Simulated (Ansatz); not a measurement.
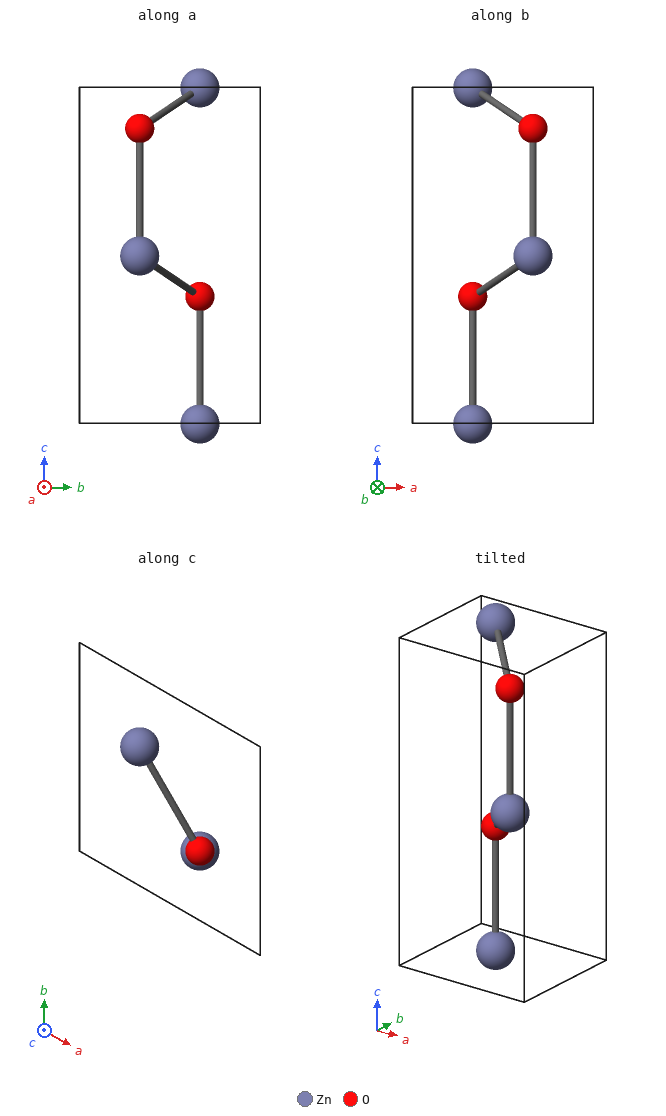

A ball-and-stick rendering, viewed along the a axis, along the b axis, along the c axis and slightly off an axis. Atoms at the boundary of the conventional unit cell (the box) are drawn once for each face, edge or corner they touch.

Lattice parameters: a = 3.225 Å, b = 3.225 Å, c = 5.197 Å, α = 90.00°, β = 90.00°, γ = 120.00°.

From the views, write a table of Wyckoff sites, with free fractional coordinates to two decimals.

Space group P6_3mc (No. 186).
| atom | site | x | y | z |
| --- | --- | --- | --- | --- |
| Zn | 2b | 0.3333 | 0.6667 | 0.00 |
| O | 2b | 0.3333 | 0.6667 | 0.38 |

Its origin is a structure type filled with these elements by a generator (whether the compound takes this form wasn't checked). Earlier steps of the study, as a rule a relaxation of our own, may have changed the cell and positions, so they can lie some per cent off the listed ones. It was run through Ansatz as a DFT input.
